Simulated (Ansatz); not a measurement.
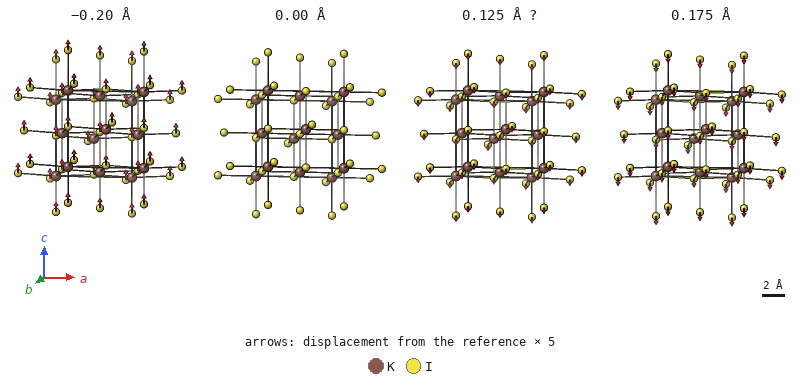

A scan of solid KI (Fm-3m): the whole I sublattice is shifted rigidly, towards the nearest copy of atom 1 (K) at 3.525 Å, all else fixed. Style: ball-and-stick. Shown: the conventional cell (4 times the calculation's cell), along the b axis, with a slight tilt. Red arrows: displacements from the reference. Lengths and directions refer to the drawn axes.

Theory: DFT PBE, scalar-relativistic, plane waves, PAW in Ansatz 0.2.0. Settings: plane-wave cutoff 420 eV; k-point mesh 6 × 6 × 6; occupations gaussian; smearing width 0.05 eV; no spin polarisation. Energies (free energies at the smearing named) are counted from the cell as listed in its source, which wasn't relaxed.

| displacement (Å) | energy change (meV/cell) |
| --- | --- |
| −0.200 | 23.5 |
| −0.100 | 5.7 |
| 0.000 | 0.0 |
| 0.025 | 0.3 |
| 0.050 | 1.4 |
| 0.075 | 3.2 |
| 0.125 | ? |
| 0.150 | 12.9 |
| 0.175 | 17.8 |

Question: Fill in the missing row.

Answer: A straight line between the two neighbours gives 9.7 meV/cell. A cubic through the four nearest rows (0.050, 0.075, 0.150, 0.175) gives, with Lagrange weights, (−0.2000)(1.4) + (0.5000)(3.2) + (1.0000)(12.9) + (−0.3000)(17.8) = 8.9 meV/cell. The calculation gives 8.9 meV/cell, so the cubic is right to the digits shown and the straight line 0.8 meV/cell too high, as the curve bends upwards here.

The whole profile:

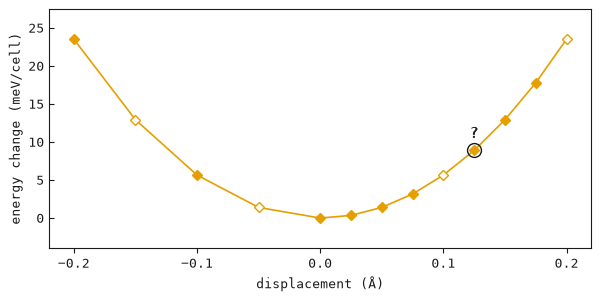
